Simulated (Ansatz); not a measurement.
## Geometry relaxation, with input and output: H (part 2 of 2)

The same run, continued: H (P6₃/mmc, 4 atoms in the cell); DFT r2SCAN, scalar-relativistic, plane waves, PAW, no spin polarisation (Ansatz 0.2.0); cutoff 500 eV, 9×9×6 k-mesh, Gaussian smearing of 0.02 eV. The structure derives from a Materials Project entry.

Geometry of the input (Å; fractional positions):
```
3.8401  0.0000  0.0000
-1.9201  3.3257  0.0000
0.0000  0.0000  5.0467
H  0.3333  0.6667  0.1765
H  0.6667  0.3333  0.6765
H  0.6667  0.3333  0.8235
H  0.3333  0.6667  0.3235
```

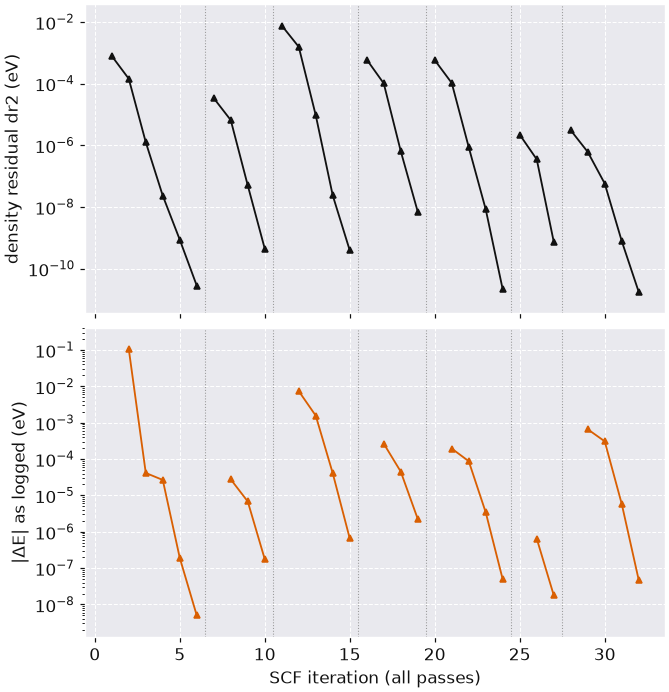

Figure 1. Convergence of the self-consistent field: density residual dr2 and size of the energy change against the SCF iteration. The dotted lines part the SCF passes of the relaxation: geometry steps, rejected trials and re-solves on a re-selected basis. The 7 passes take 3 to 6 iterations each, 32 in all.

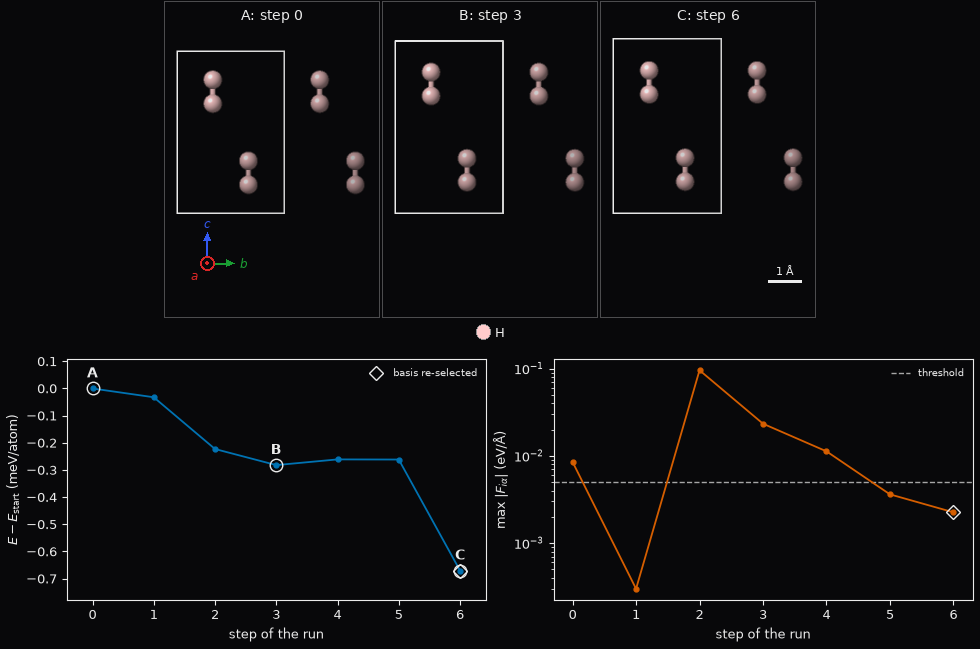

Figure 2. Frames of the relaxation (ball-and-stick view of the cell of the calculation, repeated 1 × 2 × 1, along the a axis) above the curves, on which the letters mark them (the first geometry is step 0 here and step 1 in the log).

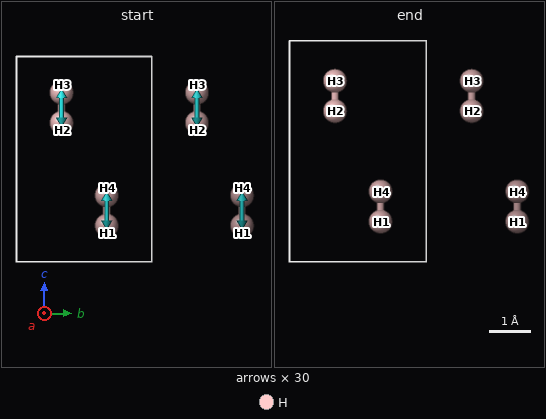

Figure 3. Before (left) and after (right) the relaxation, at one scale (ball-and-stick view of the cell of the calculation, repeated 1 × 2 × 1, along the a axis). The teal arrows give the displacements (without the part carried along by the change of the cell), magnified 30 times. The largest moves relative to the cell, 0.028 Å, are those of H1, H2, H3 and H4. Cell: a = b 3.840 → 3.877 Å (+1.0 %), c 5.047 → 5.433 Å (+7.6 %). Volume +9.7 %. The space group stays P6_3/mmc (No. 194). After 5 geometry steps the energy has fallen by 0.3 meV per atom. The largest force component goes from 0.0085 to 0.0023 eV/Å. Pressure: 0.04 GPa at the start and 0.02 GPa at the end. A last SCF at the same geometry on a re-selected plane-wave basis shifts the energy by −0.4 meV per atom. (Atoms are counted from 1 in the order of the input.)

```
basis re-selected at this cell: Δ(F+E_penalty+E_count) = -1.635e-3 eV, ΔP = +0.028 GPa vs the last step (what re-selecting the basis moved, of the pressure what is left beyond the Pulay correction that the steps carried, after the strain that the cell walked since its last selection, with what the two solves' SCF thresholds leave and, on support functions, any second-order correction that the steps lacked; it is no measure of the basis error at this ecutwfc). This SCF's stress stands 4.15e-2 GPa from its target on what of the cell is left free (relax.cell.stress_tol is 5.00e-2 GPa) and its largest allowed force component is 2.25e-3 eV/Å (relax.f_tol is 5.00e-3 eV/Å): within both
SCF converged after 5 iterations
Free energy (F): -63.771303 eV
Harris-Foulkes:  -63.771303 eV  (|F-HF|=2.51e-10)
Internal energy: -63.771303 eV  (E = F + TS)
E sigma→0 (E₀):  -63.771303 eV
Fermi energy:    -4.399532 eV
--- Per-component energies (eV) ---
  E_band       = -39.363591
  E_kinetic    = 54.136244
  E_local      = -102.346220  (includes V_loc(G=0)·N_el)
  E_nonlocal   = 6.866374
  E_hartree    = 26.133086
  E_xc         = -35.556060
  E_vxc        = -50.114499  (∫ρ·V_xc dr)
  E_paw        = -2.350100  (= ΣΔE_a)
  E_vpaw       = -3.066339  (= ΣTr[D̂ρ^β])
  E_aug_tail   = -0.001830  (compensation charges beyond the density's cutoff)
  E_vtau       = 2.896516  (kinetic-family band-sum trace: ∫τ·v_τ [+ j·A + Jᵃ·Aᵃ] dr)
  E_ewald      = -10.652798
  E_smearing   = -0.000000  (= −TS)
  E_closure    = -0.000000  (closes the sum)
  Σ components = -63.771303   (vs F -63.771303, Δ=0.00e0)
--- Forces (eV/Å), atoms counted from 1 ---
  atom   1  H      0.00000000    -0.00000000     0.00225055
  atom   2  H      0.00000000     0.00000000     0.00225055
  atom   3  H      0.00000000     0.00000000    -0.00225055
  atom   4  H     -0.00000000    -0.00000000    -0.00225055
  max |Σ_I F_I| component: 6.78e-21 eV/Å
--- Stress (GPa, compression-positive) ---
        0.009831      -0.000000       0.000000
        0.000000       0.009831       0.000000
        0.000000       0.000000       0.041529
  P = ⅓ Tr σ = 0.0204 GPa (0.204 kbar)
--- Band table (eV; the first three rows and the last of 48) ---
  k-point 0: bands = ["-10.5577", "-9.5073", "0.7044", "3.4962", "6.7478", "7.5151"]
  k-point 1: bands = ["-10.4963", "-9.5887", "0.8479", "3.2068", "6.9884", "7.7513"]
  k-point 2: bands = ["-10.3231", "-9.8015", "1.2524", "2.5596", "7.6097", "8.1686"]
  k-point 47: bands = ["-9.7250", "-9.7250", "2.0931", "2.0931", "3.6963", "3.6963"]
--- Relaxed structure (6 steps of the walk, 6 accepted, 1 SCFs on fresh bases) ---
  F+E_penalty+E_count = -63.77130339 eV   max|allowed force component| = 2.251e-3 eV/Å   (the final SCF, on the basis selected at the relaxed cell)
  cell:  # Å, volume = 70.7113 Å³
    - [3.8768372834817266, 0.0, 0.0]
    - [-1.9384186417408633, 3.3574395738338287, 0.0]
    - [0.0, 0.0, 5.432544168364866]
  atoms:
    - { symbol: H, position: [0.3333333333333334, 0.6666666666666669, 0.18173912946480272] }
    - { symbol: H, position: [0.6666666666666666, 0.3333333333333334, 0.6817391294648028] }
    - { symbol: H, position: [0.6666666666666666, 0.3333333333333334, 0.8182608705351972] }
    - { symbol: H, position: [0.3333333333333334, 0.6666666666666669, 0.31826087053519736] }
```

**Trajectory as extended XYZ (Å, eV, eV/Å), 7 frames, from step=1 to step=7**
```
4
Lattice="3.8401 0.0000 0.0000 -1.9201 3.3256 0.0000 0.0000 0.0000 5.0467" Properties=species:S:1:pos:R:3:forces:R:3 step=1 energy=-63.76862 pressure_GPa=0.04
H     0.0000    2.2171    0.8907    0.0000   0.0000   0.0085
H     1.9201    1.1085    3.4140    0.0000   0.0000   0.0085
H     1.9201    1.1085    4.1559    0.0000   0.0000  -0.0085
H     0.0000    2.2171    1.6326    0.0000   0.0000  -0.0085
4
Lattice="3.8418 0.0000 0.0000 -1.9209 3.3271 0.0000 0.0000 0.0000 5.0630" Properties=species:S:1:pos:R:3:forces:R:3 step=2 energy=-63.76875 pressure_GPa=0.05
H     0.0000    2.2181    0.8949    0.0000   0.0000   0.0003
H     1.9209    1.1090    3.4264    0.0000   0.0000   0.0003
H     1.9209    1.1090    4.1681    0.0000   0.0000  -0.0003
H     0.0000    2.2181    1.6366    0.0000   0.0000  -0.0003
4
Lattice="3.8665 0.0000 0.0000 -1.9332 3.3485 0.0000 0.0000 0.0000 5.3093" Properties=species:S:1:pos:R:3:forces:R:3 step=3 energy=-63.76951 pressure_GPa=0.12
H     0.0000    2.2323    0.9578    0.0000   0.0000  -0.0956
H     1.9332    1.1162    3.6125    0.0000   0.0000  -0.0956
H     1.9332    1.1162    4.3515    0.0000   0.0000   0.0956
H     0.0000    2.2323    1.6968    0.0000   0.0000   0.0956
4
Lattice="3.8717 0.0000 0.0000 -1.9359 3.3530 0.0000 0.0000 0.0000 5.3643" Properties=species:S:1:pos:R:3:forces:R:3 step=4 energy=-63.76975 pressure_GPa=0.03
H     0.0000    2.2354    0.9706    0.0000   0.0000  -0.0233
H     1.9359    1.1177    3.6528    0.0000   0.0000  -0.0233
H     1.9359    1.1177    4.3937    0.0000   0.0000   0.0233
H     0.0000    2.2354    1.7115    0.0000   0.0000   0.0233
4
Lattice="3.8774 0.0000 0.0000 -1.9387 3.3579 0.0000 0.0000 0.0000 5.4297" Properties=species:S:1:pos:R:3:forces:R:3 step=5 energy=-63.76967 pressure_GPa=0.01
H     0.0000    2.2386    0.9868    0.0000   0.0000  -0.0113
H     1.9387    1.1193    3.7016    0.0000   0.0000  -0.0113
H     1.9387    1.1193    4.4429    0.0000   0.0000   0.0113
H     0.0000    2.2386    1.7281    0.0000   0.0000   0.0113
4
Lattice="3.8768 0.0000 0.0000 -1.9384 3.3574 0.0000 0.0000 0.0000 5.4325" Properties=species:S:1:pos:R:3:forces:R:3 step=6 energy=-63.76967 pressure_GPa=-0.01
H     0.0000    2.2383    0.9873    0.0000   0.0000   0.0036
H     1.9384    1.1191    3.7036    0.0000   0.0000   0.0036
H     1.9384    1.1191    4.4452    0.0000   0.0000  -0.0036
H     0.0000    2.2383    1.7290    0.0000   0.0000  -0.0036
4
Lattice="3.8768 0.0000 0.0000 -1.9384 3.3574 0.0000 0.0000 0.0000 5.4325" Properties=species:S:1:pos:R:3:forces:R:3 step=7 energy=-63.77130 pressure_GPa=0.02
H     0.0000    2.2383    0.9873    0.0000   0.0000   0.0023
H     1.9384    1.1191    3.7036    0.0000   0.0000   0.0023
H     1.9384    1.1191    4.4452    0.0000   0.0000  -0.0023
H     0.0000    2.2383    1.7290    0.0000   0.0000  -0.0023
```

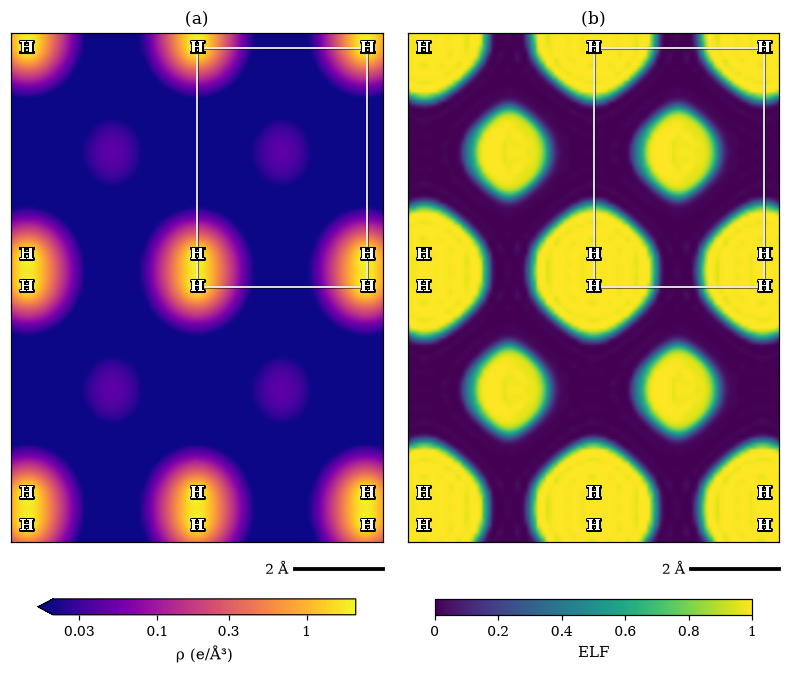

Figure 4. (a) valence pseudo-density; (b) electron localisation function on the (010) plane of the conventional cell. Atoms in the plane: H. The density dies away to nearly zero in the voids. Core electrons are frozen (PAW), so the fields are smoothed inside the atomic spheres.

**Summary**

```json
{"quantity": "outcome", "value": "converged"}
{"quantity": "space group (tolerance 0.01 Å)", "value": "P6₃/mmc (194)"}
{"quantity": "electrons treated", "value": "4"}
{"quantity": "free energy", "value": "−63.7713 eV"}
{"quantity": "Fermi energy", "value": "−4.400 eV"}
{"quantity": "gap on the k-point mesh", "value": "10.21 eV"}
{"quantity": "pressure", "value": "0.02 GPa"}
{"quantity": "final volume", "value": "70.71 Å³"}
{"quantity": "largest force (length of the vector) at the end", "value": "0.002 eV/Å"}
{"quantity": "final cell", "value": "a = 3.877 Å, b = 3.877 Å, c = 5.433 Å, α = 90.00°, β = 90.00°, γ = 120.00°"}
{"quantity": "wall time", "value": "19 s"}
{"quantity": "peak memory", "value": "0.32 GiB"}
```
